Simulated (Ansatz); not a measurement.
Crystal: BN, a calculation's input that goes back to an entry of the Crystallography Open Database (an earlier step may have relaxed or displaced it).

```
B N
1.0
     2.50399    0.00000    0.00000
    -1.25200    2.16852    0.00000
     0.00000    0.00000    6.66120
B N
2 2
Direct
  0.33333 0.66667 0.75000
  0.66667 0.33333 0.25000
  0.33333 0.66667 0.25000
  0.66667 0.33333 0.75000
```

Question: What does its first Brillouin zone look like, and which path through it is standard?

Answer: It has a primitive hexagonal lattice (hP; extended symbol hP2). The zone is a hexagonal prism in its combinatorial type: 8 faces (6 with 4 edges, 2 with 6 edges), 18 edges, 12 vertices. Path: Γ–M–K–Γ–A–L–H–A | L–M | H–K.

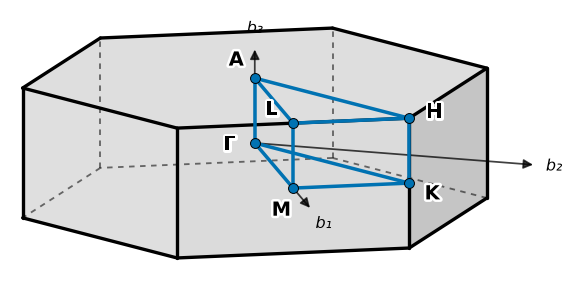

Labels and path follow the convention of Hinuma et al. (2017), as computed by seekpath; the arrows show the directions of the reciprocal primitive vectors b₁, b₂, b₃, in which coordinates are given; lengths include the factor 2π.

```json
{"point": "Γ", "k₁": "0", "k₂": "0", "k₃": "0", "length of k (1/Å)": "0.000"}
{"point": "A", "k₁": "0", "k₂": "0", "k₃": "1/2", "length of k (1/Å)": "0.472"}
{"point": "K", "k₁": "1/3", "k₂": "1/3", "k₃": "0", "length of k (1/Å)": "1.673"}
{"point": "H", "k₁": "1/3", "k₂": "1/3", "k₃": "1/2", "length of k (1/Å)": "1.738"}
{"point": "M", "k₁": "1/2", "k₂": "0", "k₃": "0", "length of k (1/Å)": "1.449"}
{"point": "L", "k₁": "1/2", "k₂": "0", "k₃": "1/2", "length of k (1/Å)": "1.524"}
```
